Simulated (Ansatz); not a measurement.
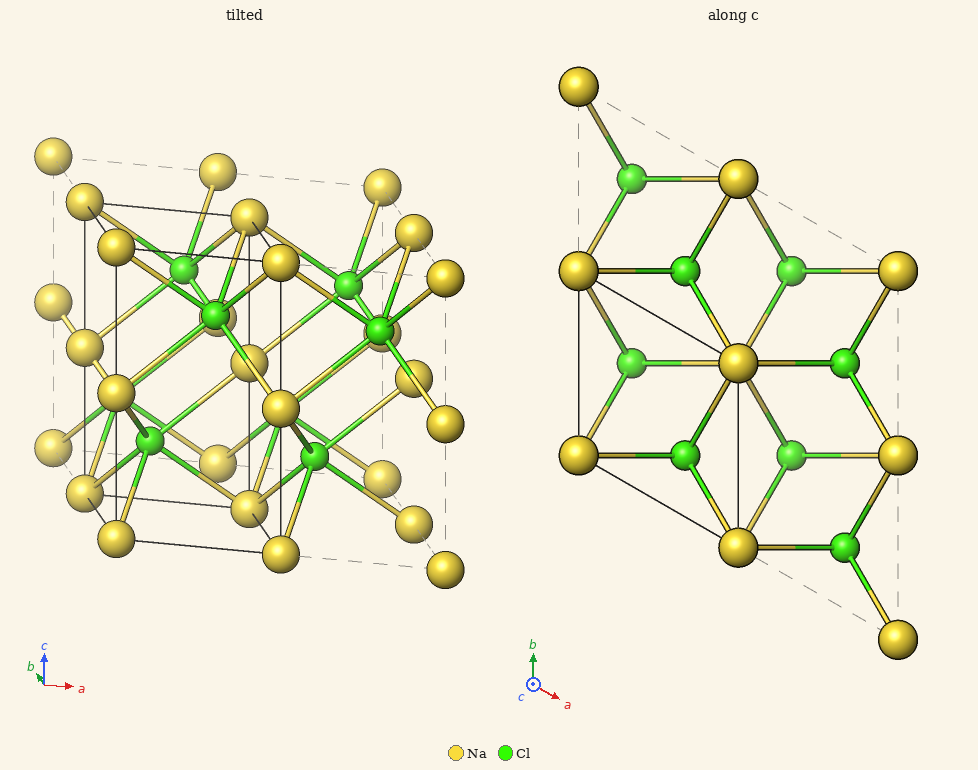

Shown here is a ball-and-stick view of the crystal, taken slightly off an axis and along the c axis. The solid frame is a single simulation cell within a 2×2×1 block.

Full input:
```yaml
crystal:
  lattice:
    - [3.8922714912, 0.0, 0.0]
    - [-1.9461357456, 3.3708059898, 0.0]
    - [0.0, 0.0, 6.7368163433]
  atoms:
    - { symbol: Na, position: [0.0, 0.0, 0.0] }
    - { symbol: Na, position: [0.0, 0.0, 0.5] }
    - { symbol: Cl, position: [0.3333333333, 0.6666666667, 0.25] }
    - { symbol: Cl, position: [0.6666666667, 0.3333333333, 0.75] }
kpoints:
  mp_grid: { grid: [6, 6, 2] }
hamiltonian:
  xc: pbe
scf:
  occupations: { method: fixed }
gw:
  n_empty_bands: 263
  ecut_chi: 120
  qp_bands: [v2, c2]
  qp_kpoints: band_edges
  screening: { model: contour_deformation }
```
Run as:
```sh
ansatz run input.yaml --threads 2 --pin off --max-ram 2211MiB --backend cpu --events-out ev --progress --plain --runs-dir out
```

Level of theory: G0W0 on PBE, plane waves, PAW (Ansatz). Settings were a 420 eV plane-wave basis, k-grid 6×6×2, no spin polarisation.

Does it come out as a metal, or with a gap?

An insulator at this level, with a gap of 5.07 eV, direct.

Starting structure: a structure type filled with these elements by a generator (whether the compound takes this form wasn't checked). Earlier steps of the study may have refined or changed the cell and positions. It went into a calculation with Ansatz.
